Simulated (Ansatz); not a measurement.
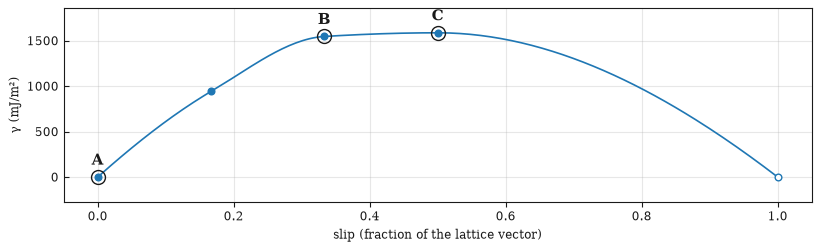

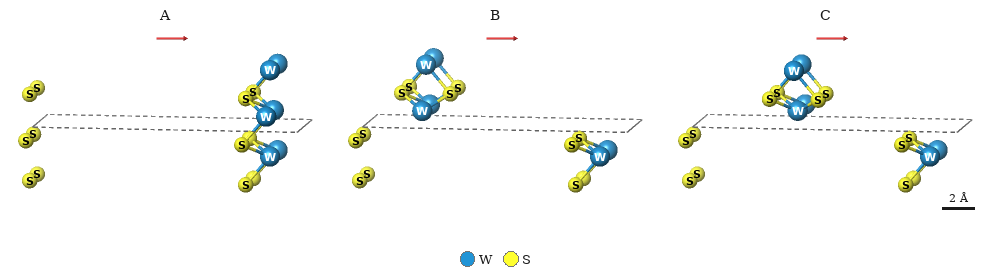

A scan of crystalline WS$_{2}$ (P-6m2): the crystal above a cut along the (1 0 0) plane of the conventional cell (between a plane of S below and one of W above, 1.84 Å apart) is slid rigidly by fractions of an in-plane lattice vector 17.25 Å long (a generalised stacking fault). One cut stands in each cell, which starts 11.0 Å high; nothing is relaxed, and the dashed outline marks the cut, the arrow on top the direction of slip. The lettered frames are marked on the plot. Hollow markers are points alike by symmetry, not computed again. A ball-and-stick model of the layers on both sides of the cut, seen from the side, nearly along the cut plane.

Level of theory: DFT r2SCAN, scalar-relativistic, plane waves, PAW (Ansatz 0.2.0). Set-up: plane-wave cutoff 500 eV; k-point mesh 8 × 2 × 3; occupations gaussian; smearing width 0.05 eV; no spin polarisation. Energies (free energies at the smearing named) are counted from the relaxed crystal.

Question: What does the scan show?

Answer: The curve starts and ends at zero, since a full lattice vector restores the crystal. Its highest computed point is 1587 mJ/m² at slip 0.50. The points are too sparse to place its extrema closely. Relaxation across the fault would lower the values. The band gap on the mesh, 1.98 eV in the reference, closes at 0.333, 0.50.

Limits of the set-up: layers or molecules are held without a dispersion correction, so their spacing is unreliable.
